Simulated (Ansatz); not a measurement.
```xyz
4
Lattice="2.7240 0.0000 0.0000 -1.3620 2.3590 0.0000 0.0000 0.0000 9.5379" Properties=species:S:1:pos:R:3 pbc="T T T"
V     0.0000    0.0000    0.0000
V     0.0000    0.0000    4.7690
V     0.0000    1.5727    2.3845
V     1.3620    0.7863    7.1534
```

Space group P6₃/mmc; set up as V, dhcp; a generated structure, not necessarily the stable one; changed on purpose from its base cell (volume × 1.12); computed pressure about −17 GPa in this cell; computed without spin polarisation.

Theory: DFT, r2SCAN, plane waves (500 eV) with PAW, scalar-relativistic in Ansatz 0.2.0.

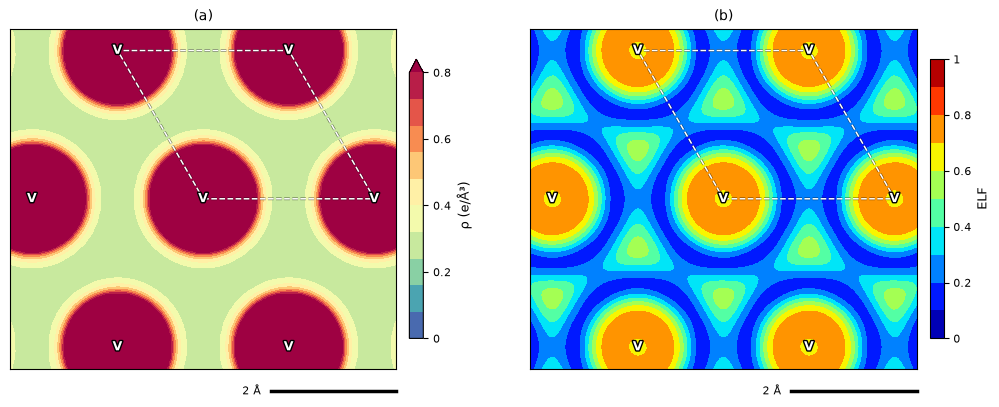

V. (a) valence charge density (pseudo); (b) ELF on the (001) plane of the conventional cell.

Core electrons are frozen (PAW), and the valence fields are smoothed inside the atomic spheres.

Question: What does the map show?

Answer:
- Atoms in the plane: V.
- V–V (2.72 Å): ρ is about 0.26 e/Å³ halfway; the ELF is about 0.30 at the midpoint; no shared electron pair shows on this line.
- Between the atoms the lowest density in this plane is 0.25 e/Å³.
- The features right at V lie inside the PAW spheres, where the map follows smoothed inner orbitals and isn't to be read closely.

Question: Does the calculation make it a metal, or give it a gap?

Answer: It is metallic or semimetallic at this level of theory: no gap opens.
